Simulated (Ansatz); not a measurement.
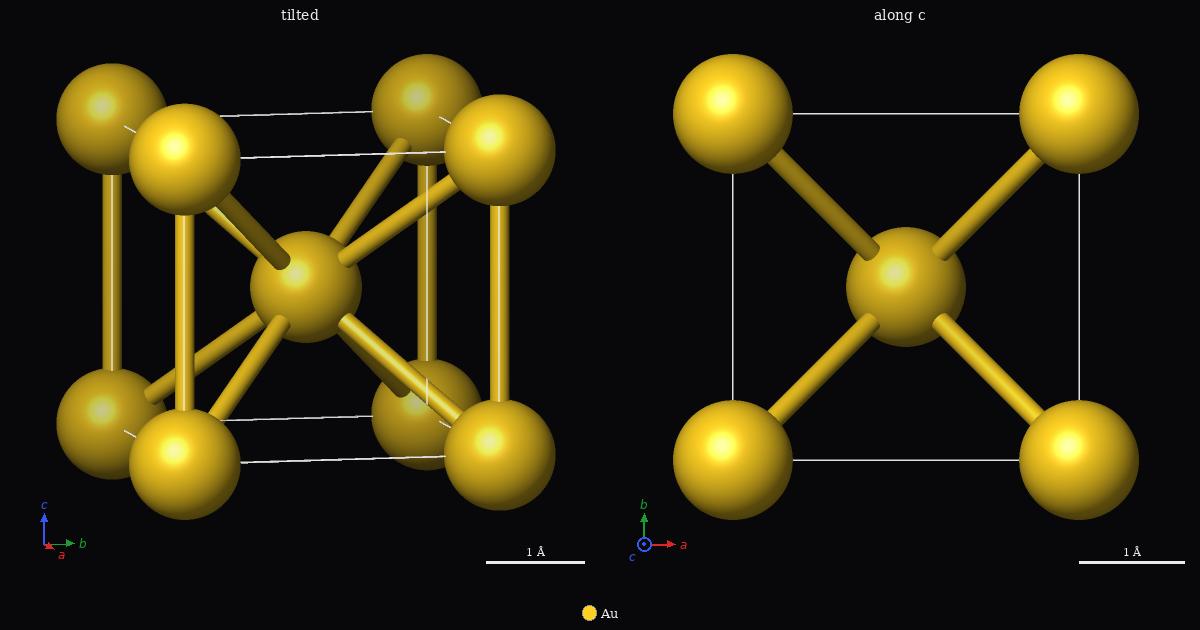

Structure drawing (ball-and-stick), viewed slightly off an axis and along the c axis. The conventional unit cell is outlined; an atom on or near a face, edge or corner is repeated at each equivalent position. Cell: a = 3.315 Å, b = 3.315 Å, c = 3.149 Å, α = 90.00°, β = 90.00°, γ = 90.00°.

What can be read from this drawing?

- The element is gold.
- Its lattice is body-centred tetragonal, its space group I4/mmm (No. 139).
- The cell holds two atoms.
- With all contacts inside bonding distance counted, the coordination numbers are Au 10.

Its origin is a structure listed in the Materials Project. The cell was then strained or its atoms displaced on purpose. It went into a calculation with Ansatz.
